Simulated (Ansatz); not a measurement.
Given this structure:

```yaml
crystal:
  lattice:
    - [4.90198, 0.00000, 0.00000]
    - [0.00000, 4.90198, 0.00000]
    - [0.00000, 0.00000, 3.14213]
  atoms:
    - { symbol: Sn, position: [0.50000, 0.50000, 0.50000] }
    - { symbol: Sn, position: [0.00000, 0.00000, 0.00000] }
    - { symbol: O, position: [0.19339, 0.80661, 0.50000] }
    - { symbol: O, position: [0.80661, 0.19339, 0.50000] }
    - { symbol: O, position: [0.30661, 0.30661, 0.00000] }
    - { symbol: O, position: [0.69339, 0.69339, 0.00000] }
```

**Say what kind of structure these coordinates give.**

Formula: SnO2. It is primitive tetragonal, space group P4_2/mnm (No. 136). It belongs to the family called rutile. In the cell are 2 Sn, 4 O, which makes 2 formula units. The Sn atoms are each bonded to six O in a distorted octahedral arrangement at 2.07 to 2.13 Å. O is linked to three Sn at 2.07 to 2.13 Å. The bonds build a three-dimensional framework.

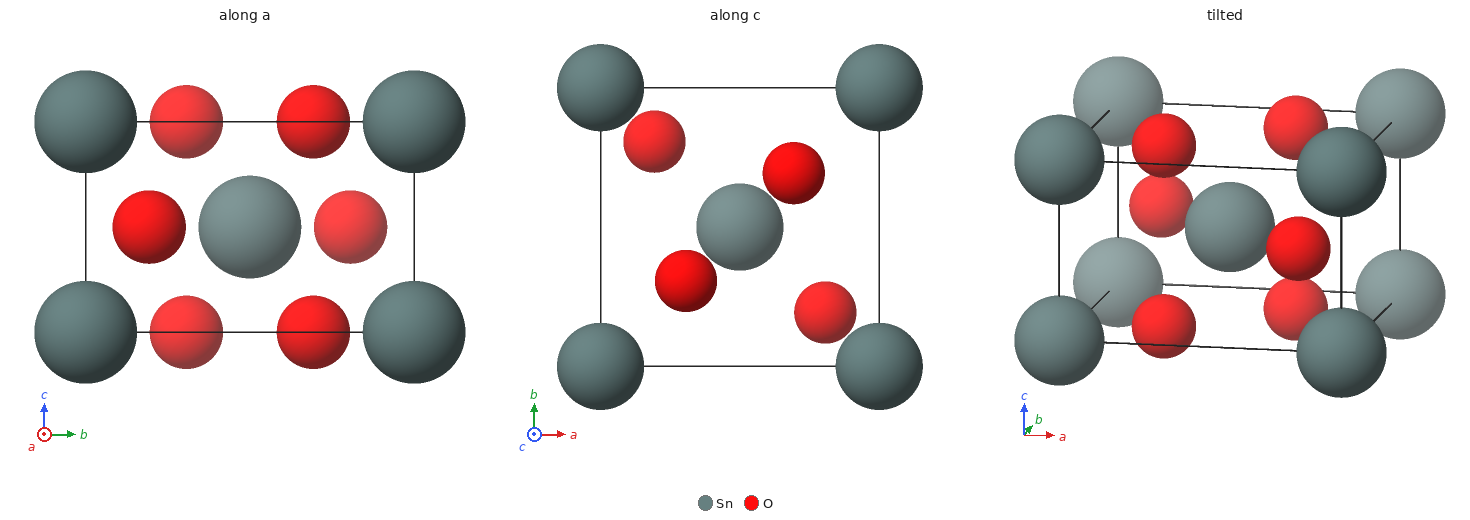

The image is a spheres-only drawing of a crystal, viewed along the a axis, along the c axis and slightly off an axis. The parallelepiped is the conventional unit cell. Colours: tin teal, oxygen red.

The structure was taken from a structure listed in the Materials Project. It was relaxed with Ansatz 0.2.0, DFT r2SCAN, scalar-relativistic, plane waves, PAW under a constraint or pressure on the cell, so some stress remains.

At this level of theory the run's own cell isn't at rest (stretched, at -6 GPa), so its distances can differ from those at equilibrium, the more so the softer the solid.
